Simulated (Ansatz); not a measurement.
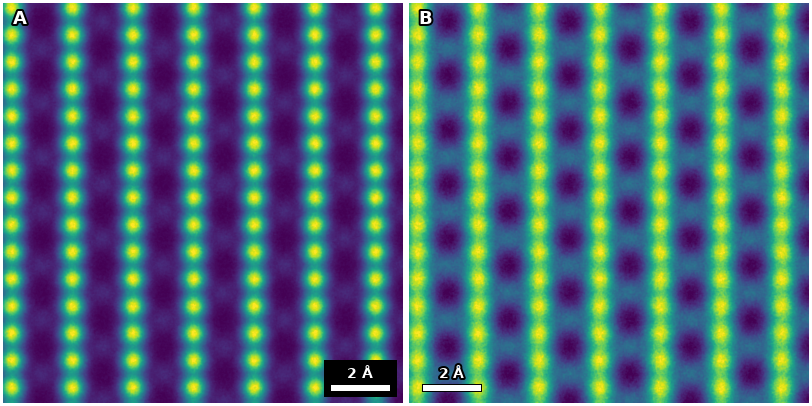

Two simulated images of the same area of Cu₂O (Pn-3m, No. 224) along [210], with a probe of 0.68 Å. One is incoherent Z contrast (Z^1.7 per atom), the other the projected potential of neutral atoms blurred by the probe (iDPC-like, thin sample). Brightness is counted from the darkest point of the image. Shot noise was added. Structure: a calculation's input that goes back to an entry of the Crystallography Open Database (an earlier step may have relaxed or displaced it).

### Which panel is which, and how can one tell?

A is the Z-contrast image and B the potential image. The columns of 1 O per repeat reach about 11 % of the brightest peak (1 Cu) in A but about 36 % in B, mainly since the potential grows much more slowly with atomic number.
